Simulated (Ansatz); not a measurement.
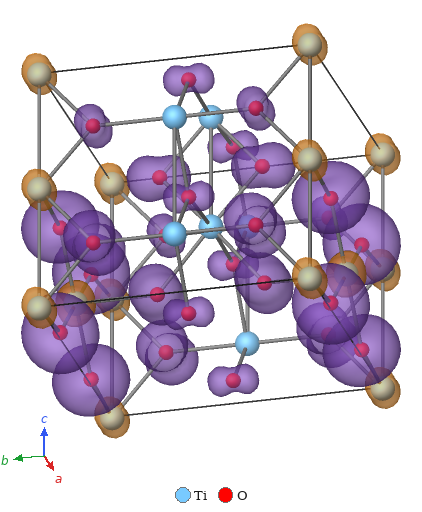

Figure 1: Ti₇O₁₆ (cell charge −1, with a compensating background) (cell with a defect). Isosurfaces of the spin density at +0.03 (orange) and −0.03 e/Å³ (purple), seen at an oblique angle. Sticks mark near contacts.

The SCF solution may not be the lowest one; PAW files of the earlier set (soft_1); spin-polarised.

Theory: Ansatz, DFT PBE, scalar-relativistic, plane waves, PAW.

The density is the valence pseudo-density of a PAW calculation; it isn't the true density close to the nuclei.

```cif
data_structure
_symmetry_space_group_name_H-M 'P 1'
_symmetry_Int_Tables_number 1
_cell_length_a 6.4912
_cell_length_b 6.4912
_cell_length_c 5.9200
_cell_angle_alpha 90.000
_cell_angle_beta 90.000
_cell_angle_gamma 90.000
_cell_volume 249.45
loop_
_atom_site_label
_atom_site_type_symbol
_atom_site_fract_x
_atom_site_fract_y
_atom_site_fract_z
_atom_site_occupancy
Ti1 Ti 0.50000 0.50000 0.98418 1
Ti2 Ti 0.00000 0.50000 0.25000 1
O1 O 0.19381 0.50000 0.00077 1
O2 O 0.00000 0.19983 0.25000 1
O3 O 0.80619 0.50000 0.00077 1
O4 O 0.00000 0.80017 0.25000 1
Ti3 Ti 0.50000 0.50000 0.51582 1
Ti4 Ti 0.00000 0.50000 0.75000 1
O5 O 0.19381 0.50000 0.49923 1
O6 O 0.00000 0.19891 0.75000 1
O7 O 0.80619 0.50000 0.49923 1
O8 O 0.00000 0.80109 0.75000 1
Ti5 Ti 0.00000 0.00000 0.99519 1
O9 O 0.71254 0.00000 0.02571 1
O10 O 0.50000 0.69797 0.25000 1
O11 O 0.28746 0.00000 0.02571 1
O12 O 0.50000 0.30203 0.25000 1
Ti6 Ti 0.00000 0.00000 0.50481 1
Ti7 Ti 0.50000 0.00000 0.25000 1
O13 O 0.71254 0.00000 0.47429 1
O14 O 0.50000 0.68947 0.75000 1
O15 O 0.28746 0.00000 0.47429 1
O16 O 0.50000 0.31053 0.75000 1
```

**Describe the spin distribution.**

The spin density sits on O: −0.4 μB (×4) in one cell of 23 atoms, with smaller moments on other sites: Ti (up to +0.06 μB) and O (up to −0.21 μB): parallel moments on the main sites in this solution. The cell of the calculation (23 atoms) carries 2.7 μB of net spin moment.
